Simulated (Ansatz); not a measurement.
## C$_{18}$H: geometry relaxation (part 2 of 2)

C$_{18}$H (slab, 19 atoms in the cell); DFT PBE, scalar-relativistic, plane waves, PAW, spin-polarised (Ansatz 0.2.0); cutoff 420 eV, 2×2×1 k-mesh, Gaussian smearing of 0.05 eV, collinear spins. It belongs to a series of runs on one base structure; here: end point A relaxed.

Geometry of the input (Å; fractional positions):
```
7.3980  0.0000  0.0000
-3.6990  6.4069  0.0000
0.0000  0.0000  12.0000
C  0.0000  0.0000  0.0833
C  0.2222  0.1111  0.0833
C  0.0000  0.3333  0.0833
C  0.2222  0.4444  0.0833
C  -0.0000  0.6667  0.0833
C  0.2222  0.7778  0.0833
C  0.3333  0.0000  0.0833
C  0.5556  0.1111  0.0833
C  0.3333  0.3333  0.0833
C  0.5556  0.4444  0.0833
C  0.3333  0.6667  0.0833
C  0.5556  0.7778  0.0833
C  0.6667  0.0000  0.0833
C  0.8889  0.1111  0.0833
C  0.6667  0.3333  0.0833
C  0.8889  0.4444  0.0833
C  0.6667  0.6667  0.0833
C  0.8889  0.7778  0.0833
H  0.3317  0.3382  0.1750
```

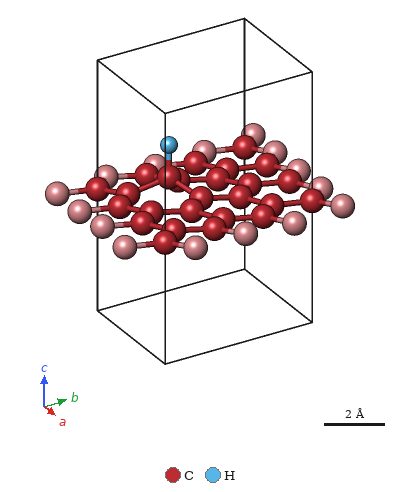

**Figure 1.** The geometry at step 4 of the log (ball-and-stick view of the cell of the calculation, with the vacuum cut short, seen slightly off an axis; neighbours outside the cell are drawn fainter).

```
Magnetization: 1.0000 μB (37.0000 up, 36.0000 down)
Absolute magnetization: 2.1647 μB (∫|ρ↑−ρ↓|, with the PAW one-centre terms)
Spin contamination: 0.2764 ħ² per cell (⟨S²⟩ above its minimum at these occupations)
Per-site moments (μB) at R_I (Å): [(-0.04134343746583917, 0.5802937230669768), (0.08831746763998694, 0.5802919255156093), (-0.04134181041541156, 0.5802848348265818), (0.08832344226431793, 0.5802848348265818), (-0.01913905340252667, 0.5857870803380153), (0.041520216334509995, 0.5857879782178284), (-0.04134321255395581, 0.5802919255156093), (0.08309483241222201, 0.5867791744771377), (-0.005850045310047862, 0.4648067678681031), (0.08831920071641756, 0.5802898082316729), (-0.041341818171431274, 0.580284956452004), (0.08309404905327733, 0.5867859581113963), (-0.026065137822332912, 0.5867791744771377), (0.08309416214533685, 0.5867842284872674), (-0.0413428245252691, 0.5802898082316729), (0.04152065052203897, 0.5857870803380153), (-0.041343045812119686, 0.5802917021459219), (0.04151892019063333, 0.5857909320646834), (0.03922074226017478, 0.4648067678681031)]
Free energy (F): -4531.157110 eV
Harris-Foulkes:  -4531.157110 eV  (|F-HF|=6.52e-10)
Internal energy: -4531.157106 eV  (E = F + TS)
E sigma→0 (E₀):  -4531.157108 eV
Entropy (-TS):   -0.000003 eV (-0.000 meV/atom)
[...]
Fermi energy:    -0.943669 eV
--- Per-component energies (eV) ---
  E_band       = -734.512537
  E_kinetic    = 1652.235882
  E_local      = -16602.892623  (includes V_loc(G=0)·N_el)
  E_nonlocal   = 492.704626
  E_hartree    = 7464.082625
  E_xc         = -873.151408
  E_vxc        = -1081.443112  (∫ρ·V_xc dr)
  E_paw        = -1788.823113  (= ΣΔE_a)
  E_vpaw       = -123.281501  (= ΣTr[D̂ρ^β])
  E_aug_tail   = -0.001176  (compensation charges beyond the density's cutoff)
  E_ewald      = 5124.688081
  E_smearing   = -0.000003  (= −TS)
  E_closure    = -0.000000  (closes the sum)
  Σ components = -4531.157110   (vs F -4531.157110, Δ=0.00e0)
--- Forces (eV/Å), atoms counted from 1 ---
  atom   1  C      0.00122219    -0.00253443     0.00027799
  atom   2  C      0.00002013     0.00135796     0.00293579
  atom   3  C     -0.00194674     0.00264210     0.00062283
  atom   4  C      0.00417942    -0.00246709     0.00414257
  atom   5  C     -0.00032561     0.00031738    -0.01247204
  atom   6  C      0.00140443     0.00088489     0.00354412
  atom   7  C     -0.00122388    -0.00269369     0.00054326
  atom   8  C      0.00105950    -0.00064651    -0.00232633
  atom   9  C     -0.00182896     0.00189060    -0.00826995
  atom  10  C     -0.00195614    -0.00121040     0.00330362
  atom  11  C     -0.00321316     0.00040084     0.00053838
  atom  12  C      0.00002403     0.00206568    -0.00214967
  atom  13  C      0.00024925    -0.00023155     0.00226822
  atom  14  C     -0.00158872    -0.00098108    -0.00221143
  atom  15  C      0.00178424     0.00248968     0.00059656
  atom  16  C     -0.00004854    -0.00177633     0.00355581
  atom  17  C      0.00286148     0.00025832     0.00024739
  atom  18  C     -0.00110102     0.00065429     0.00370414
  atom  19  H      0.00042946    -0.00042225     0.00115812
  max |Σ_I F_I| component: 9.39e-6 eV/Å
--- Relaxed structure (7 steps of the walk, 6 accepted, 0 SCFs on fresh bases) ---
  F+E_penalty+E_count = -4531.15710950 eV   max|allowed force component| = 1.247e-2 eV/Å
  atoms:
    - { symbol: C, position: [0.00046155106919058353, -0.00033149439314415964, 0.07920761486943226] }
    - { symbol: C, position: [0.21976302750046553, 0.10660940670999029, 0.084791433027762] }
    - { symbol: C, position: [0.0004588124047797404, 0.33471223873387196, 0.07919190457904793] }
    - { symbol: C, position: [0.21975750089749838, 0.4470783268929736, 0.08476795487844435] }
    - { symbol: C, position: [-8.254609575525373e-5, 0.6669185772723073, 0.07354643859299666] }
    - { symbol: C, position: [0.22156256650720504, 0.7777432226572268, 0.07447545503744883] }
    - { symbol: C, position: [0.332123574406991, -0.0003305869266231812, 0.07920484312930878] }
    - { symbol: C, position: [0.5555709106313864, 0.1112653251002451, 0.0817155062418217] }
    - { symbol: C, position: [0.33325012944182664, 0.33358623106024593, 0.11397954277799424] }
    - { symbol: C, position: [0.5602292223516583, 0.44707421273216963, 0.08478498735141748] }
    - { symbol: C, position: [0.3321235649415347, 0.6663771546948, 0.07919295028412707] }
    - { symbol: C, position: [0.5555694187097655, 0.7782228185718815, 0.08171381924325627] }
    - { symbol: C, position: [0.6665840370929137, 0.0002519208741190696, 0.08147332855886633] }
    - { symbol: C, position: [0.8886124846125653, 0.1112663500533084, 0.08171433289685197] }
    - { symbol: C, position: [0.6671672344328898, 0.3347123103690062, 0.0792006760680936] }
    - { symbol: C, position: [0.8890934784086961, 0.44527376878844527, 0.07447291777691889] }
    - { symbol: C, position: [0.6671683101292132, 0.6663751925786975, 0.07920448930267573] }
    - { symbol: C, position: [0.8890949024229884, 0.7777421697751654, 0.074481309120627] }
    - { symbol: H, position: [0.33323742013418667, 0.3336209544553133, 0.20787989626290876] }
```

Trajectory as extended XYZ (Å, eV, eV/Å), 7 frames, from step=1 to step=7
```
19
Lattice="7.3980 0.0000 0.0000 -3.6990 6.4069 0.0000 0.0000 0.0000 12.0000" Properties=species:S:1:pos:R:3:forces:R:3 step=1 energy=-4530.52678
C     0.0000    0.0000    1.0000    0.2124   0.0562   0.0134
C     1.2330    0.7119    1.0000    0.0033  -2.4934  -0.8418
C    -1.2330    2.1356    1.0000    0.1253   0.1157   0.0235
C     0.0000    2.8475    1.0000   -2.2526   1.2985  -0.9512
C    -2.4660    4.2712    1.0000    0.0027  -0.0026  -0.0088
C    -1.2330    4.9831    1.0000   -0.1693  -0.1077   0.0466
C     2.4660    0.0000    1.0000   -0.2055   0.0690   0.0139
C     3.6990    0.7119    1.0000    0.0088  -0.0007  -0.0588
C     1.2330    2.1356    1.0000    0.0584  -0.0565   0.9825
C     2.4660    2.8475    1.0000    2.1881   1.2574  -0.8747
C     0.0000    4.2712    1.0000   -0.0432  -0.1655   0.0226
C     1.2330    4.9831    1.0000   -0.0098   0.0134  -0.0643
C     4.9320    0.0000    1.0000    0.0003  -0.0003   0.0366
C     6.1650    0.7119    1.0000   -0.0172   0.0058  -0.0626
C     3.6990    2.1356    1.0000   -0.1549   0.1326   0.0170
C     4.9320    2.8475    1.0000    0.0063   0.2045   0.0468
C     2.4660    4.2712    1.0000    0.0576  -0.1991   0.0156
C     3.6990    4.9831    1.0000    0.1636  -0.0971   0.0467
H     1.2034    2.1666    2.1000    0.0257  -0.0302   1.5974
19
Lattice="7.3980 0.0000 0.0000 -3.6990 6.4069 0.0000 0.0000 0.0000 12.0000" Properties=species:S:1:pos:R:3:forces:R:3 step=2 energy=-4530.88381
C    -0.0007   -0.0058    0.9867    0.2059   0.0989  -0.0069
C     1.2329    0.6891    0.9943    0.0042  -1.0216  -0.4074
C    -1.2388    2.1379    0.9871    0.1877   0.1224  -0.0101
C    -0.0198    2.8590    0.9928   -0.9493   0.5455  -0.5115
C    -2.4661    4.2714    0.9834    0.0015  -0.0015   0.0139
C    -1.2360    4.9816    0.9840   -0.0420  -0.0273  -0.0339
C     2.4665   -0.0058    0.9870   -0.2047   0.1019  -0.0065
C     3.6987    0.7121    0.9871   -0.0103   0.0070  -0.0024
C     1.2335    2.1352    1.0954   -0.0224   0.0277   0.9674
C     2.4857    2.8590    0.9938    0.9044   0.5146  -0.4360
C    -0.0048    4.2753    0.9869   -0.0131  -0.2235  -0.0105
C     1.2329    4.9833    0.9863   -0.0029  -0.0124  -0.0011
C     4.9318    0.0002    0.9883    0.0011  -0.0010  -0.0073
C     6.1649    0.7121    0.9866    0.0088   0.0095  -0.0014
C     3.7044    2.1381    0.9871   -0.1906   0.1249  -0.0075
C     4.9319    2.8510    0.9841    0.0020   0.0514  -0.0330
C     2.4707    4.2750    0.9866    0.0170  -0.2268  -0.0083
C     3.7018    4.9816    0.9837    0.0395  -0.0235  -0.0365
H     1.2047    2.1645    2.2190    0.0633  -0.0663   0.5387
19
Lattice="7.3980 0.0000 0.0000 -3.6990 6.4069 0.0000 0.0000 0.0000 12.0000" Properties=species:S:1:pos:R:3:forces:R:3 step=3 energy=-4531.10517
C     0.0023   -0.0060    0.9650    0.2295   0.0689  -0.0743
C     1.2322    0.6749    1.0101    0.0072   0.0375  -0.2428
C    -1.2388    2.1428    0.9610    0.1902   0.1812  -0.0728
C    -0.0343    2.8677    1.0016    0.0810  -0.0497  -0.2383
C    -2.4669    4.2723    0.9312   -0.0026   0.0026  -0.0801
C    -1.2389    4.9813    0.9298    0.1005   0.0707  -0.0019
C     2.4620   -0.0060    0.9650   -0.2362   0.0616  -0.0707
C     3.6948    0.7148    0.9735    0.3874  -0.2262   0.0612
C     1.2328    2.1359    1.2836   -0.0934   0.0914   0.8382
C     2.4982    2.8674    1.0078   -0.0417  -0.0354  -0.2399
C    -0.0087    4.2734    0.9610   -0.0589  -0.2548  -0.0741
C     1.2320    4.9803    0.9726    0.0064   0.4429   0.0631
C     4.9311    0.0010    0.9644   -0.0018   0.0016   0.0700
C     6.1673    0.7149    0.9729   -0.3804  -0.2296   0.0627
C     3.7027    2.1428    0.9638   -0.1752   0.1776  -0.0696
C     4.9311    2.8544    0.9295   -0.0081  -0.1252  -0.0049
C     2.4728    4.2731    0.9639    0.0535  -0.2379  -0.0746
C     3.7029    4.9813    0.9306   -0.0976   0.0597   0.0050
H     1.2197    2.1483    2.4127    0.0400  -0.0368   0.1437
19
Lattice="7.3980 0.0000 0.0000 -3.6990 6.4069 0.0000 0.0000 0.0000 12.0000" Properties=species:S:1:pos:R:3:forces:R:3 step=4 energy=-4530.98856 accepted=F
C     0.0065   -0.0003    0.9332   -0.2056  -0.1313   0.0698
C     1.2312    0.6817    1.0016   -0.0015   0.7324   0.9175
C    -1.2323    2.1455    0.9288   -0.2416  -0.1306   0.0739
C    -0.0300    2.8657    0.9950    0.6637  -0.3827   0.9919
C    -2.4677    4.2730    0.8673    0.0004  -0.0007   0.0064
C    -1.2383    4.9829    0.8791    0.0466   0.0251  -0.1822
C     2.4562   -0.0003    0.9329    0.2068  -0.1246   0.0684
C     3.7015    0.7112    0.9813   -0.2818   0.1667  -0.0874
C     1.2298    2.1389    1.4789    0.0504  -0.0541  -2.1367
C     2.4921    2.8654    1.0001   -0.6414  -0.3680   0.9366
C    -0.0075    4.2670    0.9289   -0.0101   0.2755   0.0746
C     1.2315    4.9892    0.9808   -0.0100  -0.3180  -0.0936
C     4.9305    0.0016    0.9834   -0.0010   0.0012   0.0223
C     6.1596    0.7112    0.9810    0.2708   0.1719  -0.0923
C     3.6950    2.1454    0.9319    0.2179  -0.1212   0.0690
C     4.9302    2.8534    0.8783    0.0010  -0.0533  -0.1795
C     2.4702    4.2670    0.9323    0.0129   0.2525   0.0710
C     3.7010    4.9828    0.8813   -0.0448   0.0252  -0.1866
H     1.2350    2.1332    2.6040   -0.0326   0.0341  -0.3480
19
Lattice="7.3980 0.0000 0.0000 -3.6990 6.4069 0.0000 0.0000 0.0000 12.0000" Properties=species:S:1:pos:R:3:forces:R:3 step=5 energy=-4531.15583
C     0.0041   -0.0032    0.9510    0.0219   0.0097   0.0002
C     1.2317    0.6792    1.0197   -0.0020   0.1742  -0.0067
C    -1.2358    2.1441    0.9498    0.0206   0.0220   0.0015
C    -0.0313    2.8662    1.0183    0.1593  -0.0912  -0.0112
C    -2.4674    4.2727    0.8806    0.0003  -0.0004  -0.0189
C    -1.2378    4.9827    0.8917    0.0126   0.0053   0.0169
C     2.4591   -0.0032    0.9505   -0.0211   0.0088   0.0027
C     3.6989    0.7126    0.9808    0.0036  -0.0023  -0.0008
C     1.2316    2.1371    1.3665   -0.0150   0.0135   0.0680
C     2.4943    2.8660    1.0194   -0.1536  -0.0856  -0.0081
C    -0.0082    4.2705    0.9500   -0.0087  -0.0293   0.0008
C     1.2316    4.9860    0.9810    0.0004   0.0054   0.0003
C     4.9306    0.0015    0.9787    0.0000   0.0001  -0.0125
C     6.1624    0.7126    0.9810   -0.0041  -0.0030  -0.0001
C     3.6989    2.1441    0.9503   -0.0184   0.0160   0.0028
C     4.9305    2.8529    0.8915    0.0013  -0.0141   0.0174
C     2.4714    4.2703    0.9509    0.0042  -0.0255  -0.0004
C     3.7010    4.9827    0.8924   -0.0107   0.0057   0.0158
H     1.2287    2.1398    2.4960    0.0098  -0.0093  -0.0677
19
Lattice="7.3980 0.0000 0.0000 -3.6990 6.4069 0.0000 0.0000 0.0000 12.0000" Properties=species:S:1:pos:R:3:forces:R:3 step=6 energy=-4531.15697
C     0.0046   -0.0022    0.9510    0.0031  -0.0146  -0.0062
C     1.2315    0.6824    1.0166   -0.0003   0.0402   0.0259
C    -1.2347    2.1443    0.9506   -0.0110   0.0115  -0.0070
C    -0.0284    2.8646    1.0156    0.0412  -0.0237   0.0297
C    -2.4675    4.2728    0.8820   -0.0008   0.0008   0.0218
C    -1.2379    4.9828    0.8952    0.0150   0.0090  -0.0160
C     2.4584   -0.0022    0.9510   -0.0028  -0.0151  -0.0064
C     3.6985    0.7129    0.9800    0.0069  -0.0041   0.0060
C     1.2315    2.1372    1.3673   -0.0066   0.0065  -0.0294
C     2.4914    2.8646    1.0164   -0.0366  -0.0207   0.0269
C    -0.0078    4.2694    0.9506   -0.0153   0.0036  -0.0069
C     1.2315    4.9858    0.9800    0.0002   0.0100   0.0051
C     4.9305    0.0016    0.9769    0.0006  -0.0006   0.0062
C     6.1625    0.7129    0.9800   -0.0081  -0.0050   0.0053
C     3.6977    2.1443    0.9509    0.0116   0.0104  -0.0064
C     4.9305    2.8530    0.8952   -0.0002  -0.0179  -0.0164
C     2.4708    4.2694    0.9509    0.0144   0.0042  -0.0063
C     3.7009    4.9828    0.8953   -0.0139   0.0081  -0.0155
H     1.2304    2.1382    2.4944    0.0028  -0.0026  -0.0104
19
Lattice="7.3980 0.0000 0.0000 -3.6990 6.4069 0.0000 0.0000 0.0000 12.0000" Properties=species:S:1:pos:R:3:forces:R:3 step=7 energy=-4531.15711
C     0.0046   -0.0021    0.9505    0.0012  -0.0025   0.0003
C     1.2315    0.6830    1.0175    0.0000   0.0014   0.0029
C    -1.2347    2.1445    0.9503   -0.0019   0.0026   0.0006
C    -0.0280    2.8644    1.0172    0.0042  -0.0025   0.0041
C    -2.4675    4.2729    0.8826   -0.0003   0.0003  -0.0125
C    -1.2378    4.9829    0.8937    0.0014   0.0009   0.0035
C     2.4583   -0.0021    0.9505   -0.0012  -0.0027   0.0005
C     3.6985    0.7129    0.9806    0.0011  -0.0006  -0.0023
C     1.2314    2.1372    1.3678   -0.0018   0.0019  -0.0083
C     2.4908    2.8643    1.0174   -0.0020  -0.0012   0.0033
C    -0.0079    4.2694    0.9503   -0.0032   0.0004   0.0005
C     1.2315    4.9860    0.9806    0.0000   0.0021  -0.0022
C     4.9305    0.0016    0.9777    0.0002  -0.0002   0.0023
C     6.1624    0.7129    0.9806   -0.0016  -0.0010  -0.0022
C     3.6976    2.1445    0.9504    0.0018   0.0025   0.0006
C     4.9304    2.8528    0.8937    0.0000  -0.0018   0.0036
C     2.4708    4.2694    0.9505    0.0029   0.0003   0.0002
C     3.7007    4.9829    0.8938   -0.0011   0.0007   0.0037
H     1.2312    2.1375    2.4946    0.0004  -0.0004   0.0012
```

Key numbers

```json
{"quantity": "outcome", "value": "converged"}
{"quantity": "electrons treated", "value": "73"}
{"quantity": "free energy", "value": "−4531.1571 eV"}
{"quantity": "Fermi energy", "value": "−0.944 eV"}
{"quantity": "net moment of the cell", "value": "1.00 μB"}
{"quantity": "integrated absolute moment", "value": "2.16 μB"}
{"quantity": "final volume", "value": "568.78 Å³"}
{"quantity": "largest force (length of the vector) at the end", "value": "0.012 eV/Å"}
{"quantity": "wall time", "value": "65 s (CPU time 2.1 min)"}
{"quantity": "peak memory", "value": "0.89 GiB"}
```

Notes

Warnings of the run: some starting moments were not kept. The k-point mesh is coarse for a cell of this size, so the results may not be converged.
